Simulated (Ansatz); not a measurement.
# Band-structure calculation, with input and output: SrO

The run: band-structure calculation of SrO (2 atoms in the cell). Method and program: DFT, r2SCAN with spin-orbit coupling, plane waves, PAW (Ansatz 0.2.0).

The structure was built on a prototype by a generator. The geometry comes from this level: r2SCAN (a point of a series of strains). It belongs to a series of runs on one base structure; here: epitaxial_111 strain +2.0%. Figures and captions count atoms from 1; the log counts them from 0 in places.

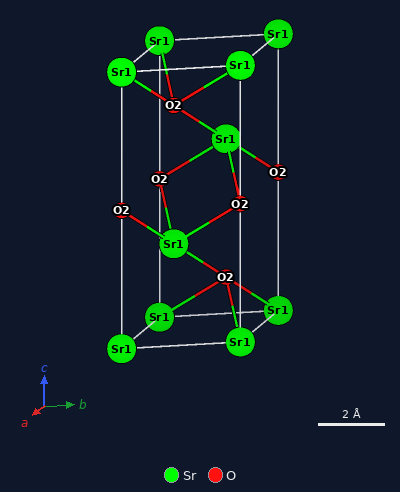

**Figure 1.** The structure as given in the input (ball-and-stick view of the cell 3 times as large as that of the calculation, set on its symmetry axes, seen slightly off an axis; atoms are numbered from 1 in the order of the input). An atom can appear more than once, as a periodic image.

## The input
```yaml
crystal:
  lattice:
    - [-0.0578253663, 2.5736648061, 2.5736648061]
    - [2.5736648061, -0.0578253663, 2.5736648061]
    - [2.5736648061, 2.5736648061, -0.0578253663]
  atoms:
    - { symbol: Sr, position: [0.0, 0.0, 0.0] }
    - { symbol: O, position: [0.5, 0.5, 0.5] }
kpoints:
  mp_grid: { grid: [8, 8, 8] }
  band_path:
    path:
      - [0.0, 0.0, 0.0]
      - [0.5, 0.0, 0.5]
      - [0.625, 0.25, 0.625]
      - [0.375, 0.375, 0.75]
      - [0.5, 0.5, 0.5]
      - [0.5, 0.25, 0.75]
      - [0.0, 0.5, 0.5]
    npoints: 1
hamiltonian:
  xc: r2scan
scf:
  occupations: { method: fixed }
  n_extra_bands: 8
magnetization:
  noncollinear: true
  spin_orbit: true
output:
  forces: true
  stress: true
  eigenvalues: true
  write_density: true
  write_potential: true
  elf: true
  volumetric_format: npy
```

Hardware: 1 × NVIDIA H100 80GB HBM3, 2 threads of AMD EPYC (Zen 3), 144 GiB of memory available, shared host.

## What the program printed
```
scf.n_extra_bands = 8 over 16 filled bands (N_el = 16.0): the run solves 24 bands
Engine: ansatz 0.2.0, x86_64-unknown-linux-gnu
Pseudopotentials: kind: paw_fr
Pseudopotential: Sr, paw_fr, valence charge 10, recommended cutoff 500 eV (meta_gga), Sr.paw.azcp#standard-fr
Pseudopotential: O, paw_fr, valence charge 6, recommended cutoff 500 eV (meta_gga), O.paw.azcp#standard-fr
Functional definition: r2SCAN
  parameter k0 = 0.174
  parameter k1 = 0.065
  parameter a1 = 4.9479
  exchange = r2scan_x(k0 = k0, k1 = k1, a1 = a1)
  correlation = r2scan_c
non-collinear run that drives no moment, with spin-orbit: no starting moment large enough to seed its density (crystal.atoms[].spin), no starting occupations that ask for one, no magnetisation constraint and no magnetic field, so the semilocal B_xc is pinned to zero
Crystal: 2 atoms, lattice volume = 35.243 Å³
Basis set: ecut = 500 eV, 899 PW (Γ), exchange–correlation on 108×108×108 points (64 copies of the dense FFT grid, shifted against one another)
Bands: 24, of which v1, the nominal top of the filled ones, is band 16 counted from 1 (15 counted from 0)
Symmetry: 12 space group operations + 12 with time reversal
Magnetic group: BNS 166.98 (UNI 1328), of the structure as read, at distance tolerance 3.3e-5 Å
k-points: 65 of 512
Projection manifold: j_resolved (fully-relativistic pseudo-atomic orbitals)
Non-local potential: Sr, projectors of the file, l = 0: 3, l = 1: 4, l = 2: 4
Non-local potential: O, projectors of the file, l = 0: 2, l = 1: 4, l = 2: 2
PAW form: soft (Blöchl's): semilocal exchange-correlation on the pseudo side does not see the compensation charge
PAW frozen core: Sr, regenerated for the run's functional (the file was generated under x = pbe(κ = 0.804, μ = 0.2195149727645171), c = pbe(β = 0.06672455060314922))
PAW frozen core: O, regenerated for the run's functional (the file was generated under x = pbe(κ = 0.804, μ = 0.2195149727645171), c = pbe(β = 0.06672455060314922))
PAW one-centre angular grid: Sr, 302 points (default); XC on 160 Gauss nodes
PAW one-centre angular grid: O, 302 points (default); XC on 160 Gauss nodes
Initial density: superposition of atomic densities (chi_scale 0.1, normalization cell, long waves kept (reshape's long-wave potential 0.00 eV rms))
Initial wavefunctions: pseudopotential atomic-orbital guess
Functional: x = r2scan, c = r2scan; τ floored in thin density (d = 2e-4 eV/Å³)
SCF iter   1: F=—  HF=-4122.695799 eV  |F-HF|=—  |Δ(HF+E_count)|=         —  Δρ=7.42e-2  dr2=1.53e0  dr2_τ=1.60e-2  dr2_m=0.00e0 (ungated)  ethr=3.10e-3  |M|=0.00e0 ∫|m|=0.00e0 μB  |m|>n=0.0e0 m-floor=0.0e0 τ_xc=0.0e0  β_m=0.30  ⟨swp⟩=6.6  Hψ=3790  notcnv=0  defer=252
preconditioner: auto → none  [insulator: Δε(μ)=2.547 eV  Ē_g=17.025 eV  n_scr=8 (ndim 8)  ℏωp=23.4 eV  f_vac=0.000  ε∞_Penn≈2.9]
SCF iter   2: F=—  HF=-4122.604017 eV  |F-HF|=—  |Δ(HF+E_count)|=   9.18e-2  Δρ=2.63e-2  dr2=2.99e-1  dr2_τ=1.12e-2  dr2_m=0.00e0 (ungated)  ethr=3.10e-3  |M|=0.00e0 ∫|m|=0.00e0 μB  |m|>n=0.0e0 m-floor=0.0e0 τ_xc=0.0e0  β_m=0.32  ⟨swp⟩=3.9  Hψ=1780  notcnv=0  defer=254
SCF iter   3: F=—  HF=-4122.617888 eV  |F-HF|=—  |Δ(HF+E_count)|=   1.39e-2  Δρ=1.87e-2  dr2=1.02e-1  dr2_τ=1.98e-3  dr2_m=0.00e0 (ungated)  ethr=1.87e-3  |M|=0.00e0 ∫|m|=0.00e0 μB  |m|>n=0.0e0 m-floor=0.0e0 τ_xc=0.0e0  β_m=0.48  ⟨swp⟩=3.0  Hψ=1097  notcnv=0  defer=256
SCF iter   4: F=—  HF=-4122.656840 eV  |F-HF|=—  |Δ(HF+E_count)|=   3.90e-2  Δρ=3.59e-3  dr2=2.26e-3  dr2_τ=1.43e-4  dr2_m=0.00e0 (ungated)  ethr=6.36e-4  |M|=0.00e0 ∫|m|=0.00e0 μB  |m|>n=0.0e0 m-floor=0.0e0 τ_xc=0.0e0  β_m=0.58  ⟨swp⟩=3.0  Hψ=1327  notcnv=0  defer=256
SCF iter   5: F=—  HF=-4122.657826 eV  |F-HF|=—  |Δ(HF+E_count)|=   9.87e-4  Δρ=6.30e-4  dr2=1.14e-4  dr2_τ=4.18e-6  dr2_m=0.00e0 (ungated)  ethr=1.41e-5  |M|=0.00e0 ∫|m|=0.00e0 μB  |m|>n=0.0e0 m-floor=0.0e0 τ_xc=0.0e0  β_m=0.66  ⟨swp⟩=2.5  Hψ=1029  notcnv=0  defer=260
SCF iter   6: F=—  HF=-4122.657913 eV  |F-HF|=—  |Δ(HF+E_count)|=   8.73e-5  Δρ=7.78e-5  dr2=1.12e-6  dr2_τ=5.61e-8  dr2_m=0.00e0 (ungated)  ethr=7.10e-7  |M|=0.00e0 ∫|m|=0.00e0 μB  |m|>n=0.0e0 m-floor=0.0e0 τ_xc=0.0e0  β_m=0.83  ⟨swp⟩=2.9  Hψ=1272  notcnv=0  defer=260
SCF iter   7: F=—  HF=-4122.657906 eV  |F-HF|=—  |Δ(HF+E_count)|=   7.17e-6  Δρ=1.94e-5  dr2=1.21e-7  dr2_τ=4.20e-9  dr2_m=0.00e0 (ungated)  ethr=6.25e-10  |M|=0.00e0 ∫|m|=0.00e0 μB  |m|>n=0.0e0 m-floor=0.0e0 τ_xc=0.0e0  β_m=0.86  ⟨swp⟩=20.2  Hψ=8246  notcnv=0
SCF iter   8: F=-4122.657906 eV  HF=-4122.657906 eV  |F-HF|=1.16e-8  |Δ(HF+E_count)|=   1.24e-8  Δρ=5.68e-6  dr2=1.41e-8  dr2_τ=1.15e-10  dr2_m=0.00e0 (ungated)  ethr=6.25e-10  |M|=0.00e0 ∫|m|=0.00e0 μB  |m|>n=0.0e0 m-floor=0.0e0 τ_xc=0.0e0  ⟨swp⟩=11.5  Hψ=5971  notcnv=0
SCF 1 converged in 8 iterations: F = -4122.657906 eV  dr2 = 1.41e-8
  greatest PAW one-centre occupation: 0.988 electrons in one spin orbital (limit 2), on the Sr atom at site 0 (counted from 0), in its partial waves of l = 0
NSCF: frozen V_eff on 7 k-points
SCF converged after 8 iterations
Magnetization: |M| = 0.0000 μB,  M = (+0.0000, +0.0000, +0.0000) μB
Absolute magnetization: 0.0000 μB (∫|m|)
  site 0: m = (+0.0000, +0.0000, +0.0000) μB, |m| = 0.0000 μB  (R = 1.07 Å)
  site 1: m = (+0.0000, +0.0000, +0.0000) μB, |m| = 0.0000 μB  (R = 1.07 Å)
Free energy (F): -4122.657906 eV
Harris-Foulkes:  -4122.657906 eV  (|F-HF|=1.16e-8)
Internal energy: -4122.657906 eV  (E = F + TS)
E sigma→0 (E₀):  -4122.657906 eV
Fermi energy:    7.281586 eV
--- Per-component energies (eV) ---
  E_band       = -76.668009
  E_kinetic    = 423.215759
  E_local      = -881.659748  (includes V_loc(G=0)·N_el)
  E_nonlocal   = 248.771012
  E_hartree    = 240.309907
  E_xc         = -238.813412
  E_vxc        = -286.202783  (∫ρ·V_xc dr)
  E_paw        = -2870.739564  (= ΣΔE_a)
  E_vpaw       = -77.915049  (= ΣTr[D̂ρ^β])
  E_aug_tail   = 0.000989  (compensation charges beyond the density's cutoff)
  E_vtau       = 16.499872  (kinetic-family band-sum trace: ∫τ·v_τ [+ j·A + Jᵃ·Aᵃ] dr)
  E_ewald      = -1043.564665
  E_core_change = -0.178185  (= ΣΔE_core)
  E_smearing   = -0.000000  (= −TS)
  E_closure    = 0.000000  (closes the sum)
  Σ components = -4122.657906   (vs F -4122.657906, Δ=0.00e0)
--- Forces (eV/Å), atoms counted from 1 ---
  atom   1  Sr    -0.00000000     0.00000000    -0.00000000
  atom   2  O     -0.00000000    -0.00000000     0.00000000
  max |Σ_I F_I| component: 1.58e-29 eV/Å
--- Stress (GPa, compression-positive) ---
       -2.333893       1.165976       1.165976
        1.165976      -2.333893       1.165976
        1.165976       1.165976      -2.333893
  P = ⅓ Tr σ = -2.3339 GPa (-23.339 kbar)
--- Band table (eV; the first three rows and the last of 65) ---
  k-point 0: bands = ["-26.2500", "-26.2500", "-8.7389", "-8.7389", "-8.1048", "-8.1048", "-6.9441", "-6.9441", "-6.9370", "-6.9370", "7.1765", "7.1765", "7.2238", "7.2238", "7.2816", "7.2816", "11.6143", "11.6143", "13.8157", "13.8157", "13.8353", "13.8353", "14.2659", "14.2659"]
  k-point 1: bands = ["-26.2333", "-26.2333", "-9.0480", "-9.0480", "-7.9783", "-7.9783", "-6.9495", "-6.9495", "-6.8105", "-6.8105", "6.7988", "6.7988", "7.0234", "7.0234", "7.1062", "7.1062", "12.2741", "12.2741", "13.7282", "13.7282", "14.1095", "14.1095", "14.5187", "14.5187"]
  k-point 2: bands = ["-26.1925", "-26.1925", "-9.5405", "-9.5405", "-7.8867", "-7.8867", "-6.9739", "-6.9739", "-6.5335", "-6.5335", "6.0339", "6.0339", "6.6333", "6.6333", "6.7416", "6.7416", "13.5846", "13.5846", "13.8554", "13.8554", "14.8776", "14.8776", "15.3058", "15.3058"]
  k-point 64: bands = ["-26.1162", "-26.1162", "-10.0266", "-10.0266", "-7.8874", "-7.8874", "-7.0346", "-7.0346", "-6.3169", "-6.3169", "5.1969", "5.1969", "6.0895", "6.0895", "6.1037", "6.1037", "14.2815", "14.2815", "16.0134", "16.0134", "16.6805", "16.6805", "16.7326", "16.7326"]
```

## File rho_z.tsv
```
# z_ang	rho[e/angstrom^3]	m_x[e/angstrom^3]	m_y[e/angstrom^3]	m_z[e/angstrom^3]	m_norm[e/angstrom^3]
# format = ansatz-planar-average/11
# lattice	-0.057825366	2.573664806	2.573664806
# lattice	2.573664806	-0.057825366	2.573664806
# lattice	2.573664806	2.573664806	-0.057825366
# sites	2
# site	38	0.000000000	0.000000000	0.000000000
# site	8	2.544752123	2.544752123	2.544752123
0.000000	5.525569e-1	0.000000e0	0.000000e0	0.000000e0	0.000000e0
0.134821	5.501719e-1	0.000000e0	0.000000e0	0.000000e0	0.000000e0
0.269642	5.385144e-1	0.000000e0	0.000000e0	0.000000e0	0.000000e0
0.404463	5.088765e-1	0.000000e0	0.000000e0	0.000000e0	0.000000e0
0.539285	4.583229e-1	0.000000e0	0.000000e0	0.000000e0	0.000000e0
0.674106	3.953091e-1	0.000000e0	0.000000e0	0.000000e0	0.000000e0
0.808927	3.369248e-1	0.000000e0	0.000000e0	0.000000e0	0.000000e0
0.943748	3.005674e-1	0.000000e0	0.000000e0	0.000000e0	0.000000e0
1.078569	2.984955e-1	0.000000e0	0.000000e0	0.000000e0	0.000000e0
1.213390	3.372843e-1	0.000000e0	0.000000e0	0.000000e0	0.000000e0
1.348211	4.122926e-1	0.000000e0	0.000000e0	0.000000e0	0.000000e0
1.483033	5.035198e-1	0.000000e0	0.000000e0	0.000000e0	0.000000e0
1.617854	5.833512e-1	0.000000e0	0.000000e0	0.000000e0	0.000000e0
1.752675	6.288816e-1	0.000000e0	0.000000e0	0.000000e0	0.000000e0
1.887496	6.288816e-1	0.000000e0	0.000000e0	0.000000e0	0.000000e0
2.022317	5.833512e-1	0.000000e0	0.000000e0	0.000000e0	0.000000e0
2.157138	5.035198e-1	0.000000e0	0.000000e0	0.000000e0	0.000000e0
2.291960	4.122926e-1	0.000000e0	0.000000e0	0.000000e0	0.000000e0
2.426781	3.372843e-1	0.000000e0	0.000000e0	0.000000e0	0.000000e0
2.561602	2.984955e-1	0.000000e0	0.000000e0	0.000000e0	0.000000e0
2.696423	3.005674e-1	0.000000e0	0.000000e0	0.000000e0	0.000000e0
2.831244	3.369248e-1	0.000000e0	0.000000e0	0.000000e0	0.000000e0
2.966065	3.953091e-1	0.000000e0	0.000000e0	0.000000e0	0.000000e0
3.100886	4.583229e-1	0.000000e0	0.000000e0	0.000000e0	0.000000e0
3.235708	5.088765e-1	0.000000e0	0.000000e0	0.000000e0	0.000000e0
3.370529	5.385144e-1	0.000000e0	0.000000e0	0.000000e0	0.000000e0
3.505350	5.501719e-1	0.000000e0	0.000000e0	0.000000e0	0.000000e0
```

## File v_z.tsv
```
# z_ang	v_es[eV]	v_tot[eV]	b_x[eV]	b_y[eV]	b_z[eV]
# format = ansatz-planar-average/11
# xc	r2scan
# density_cutoff_ev	2000
# datasets	Sr=:simpson_from_first_knot:soft:shift=0	O=:simpson_from_first_knot:soft:shift=0
# lattice	-0.057825366	2.573664806	2.573664806
# lattice	2.573664806	-0.057825366	2.573664806
# lattice	2.573664806	2.573664806	-0.057825366
# sites	2
# site	38	0.000000000	0.000000000	0.000000000
# site	8	2.544752123	2.544752123	2.544752123
0.000000	-9.568530e0	-2.093046e1	0.000000e0	0.000000e0	0.000000e0
0.134821	-8.920559e0	-2.023822e1	0.000000e0	0.000000e0	0.000000e0
0.269642	-7.078644e0	-1.823958e1	0.000000e0	0.000000e0	0.000000e0
0.404463	-4.331883e0	-1.526394e1	0.000000e0	0.000000e0	0.000000e0
0.539285	-1.120075e0	-1.177166e1	0.000000e0	0.000000e0	0.000000e0
0.674106	2.051665e0	-8.264810e0	0.000000e0	0.000000e0	0.000000e0
0.808927	4.758117e0	-5.282096e0	0.000000e0	0.000000e0	0.000000e0
0.943748	6.700899e0	-3.172386e0	0.000000e0	0.000000e0	0.000000e0
1.078569	7.537672e0	-2.264331e0	0.000000e0	0.000000e0	0.000000e0
1.213390	7.531135e0	-2.289442e0	0.000000e0	0.000000e0	0.000000e0
1.348211	7.236244e0	-2.720523e0	0.000000e0	0.000000e0	0.000000e0
1.483033	6.850857e0	-3.381443e0	0.000000e0	0.000000e0	0.000000e0
1.617854	6.461326e0	-4.023910e0	0.000000e0	0.000000e0	0.000000e0
1.752675	6.220467e0	-4.357786e0	0.000000e0	0.000000e0	0.000000e0
1.887496	6.220467e0	-4.357786e0	0.000000e0	0.000000e0	0.000000e0
2.022317	6.461326e0	-4.023910e0	0.000000e0	0.000000e0	0.000000e0
2.157138	6.850857e0	-3.381443e0	0.000000e0	0.000000e0	0.000000e0
2.291960	7.236244e0	-2.720523e0	0.000000e0	0.000000e0	0.000000e0
2.426781	7.531135e0	-2.289442e0	0.000000e0	0.000000e0	0.000000e0
2.561602	7.537672e0	-2.264331e0	0.000000e0	0.000000e0	0.000000e0
2.696423	6.700899e0	-3.172386e0	0.000000e0	0.000000e0	0.000000e0
2.831244	4.758117e0	-5.282096e0	0.000000e0	0.000000e0	0.000000e0
2.966065	2.051665e0	-8.264810e0	0.000000e0	0.000000e0	0.000000e0
3.100886	-1.120075e0	-1.177166e1	0.000000e0	0.000000e0	0.000000e0
3.235708	-4.331883e0	-1.526394e1	0.000000e0	0.000000e0	0.000000e0
3.370529	-7.078644e0	-1.823958e1	0.000000e0	0.000000e0	0.000000e0
3.505350	-8.920559e0	-2.023822e1	0.000000e0	0.000000e0	0.000000e0
```

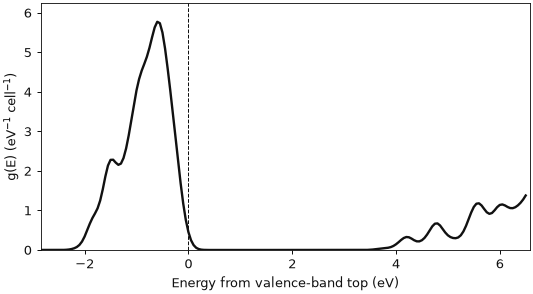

**Figure 2.** Density of states (the curve is built from the levels of the k mesh with Gaussians 0.3 eV wide, which also blur the band edges), with energies from the valence-band top. There is a gap of 3.75 eV on the k-point mesh. Small ripples come from the finite k-point mesh.

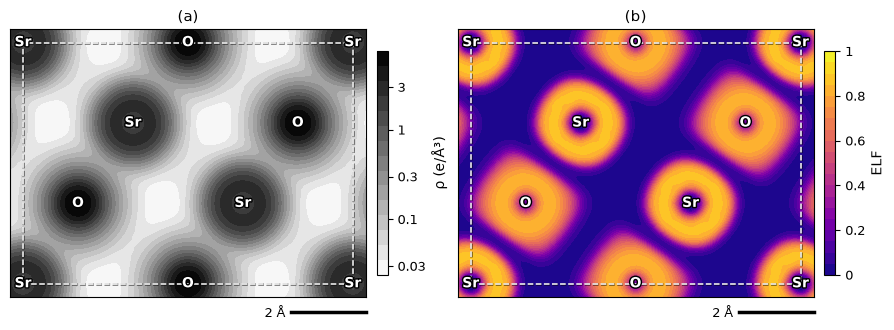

**Figure 3.** (a) valence charge density (pseudo); (b) electron localisation function on the (110) plane of the conventional cell. Sr–O (2.60 Å): ρ at the midpoint is about 0.21 e/Å³; the ELF is about 0.05 at the midpoint, as expected for two separate closed shells. Away from the nuclei the density in this plane falls to 0.02 e/Å³ at its lowest. The strong features right at Sr lie inside the PAW spheres (semicore, d or f shells) and say nothing about bonding. The fields are those of the smooth PAW valence density.

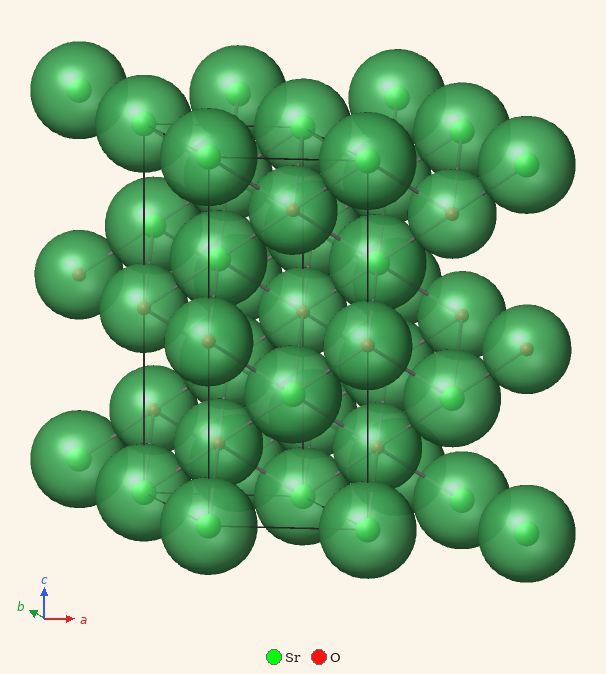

**Figure 4.** Isosurface of the valence electron density at 0.3 e/Å³ (green), seen slightly off an axis. Sticks mark near contacts. The outline is the cell set on symmetry axes. At this value the density breaks into separate islands; it holds about 85 % of the electrons treated as valence (semicore included). It is pinched off along the Sr–O (2.60 Å) contacts. On the grid the lowest density along these lines, outside the cores, is 0.21 e/Å³ (Sr–O, 2.60 Å).

## Summary

| quantity | value |
| --- | --- |
| outcome | converged |
| space group (tolerance 0.01 Å) | R-3m (166) |
| electrons treated | 16 |
| free energy | −4122.6579 eV |
| Fermi energy | 7.282 eV |
| gap on the k-point mesh | 3.75 eV |
| net moment of the cell | 0.00 μB |
| integrated absolute moment | 0.00 μB |
| pressure | −2.33 GPa |
| largest force (length of the vector) | under 0.001 eV/Å |
| wall time | 6.6 s (CPU time 11 s) |
| peak memory | 1.3 GiB |
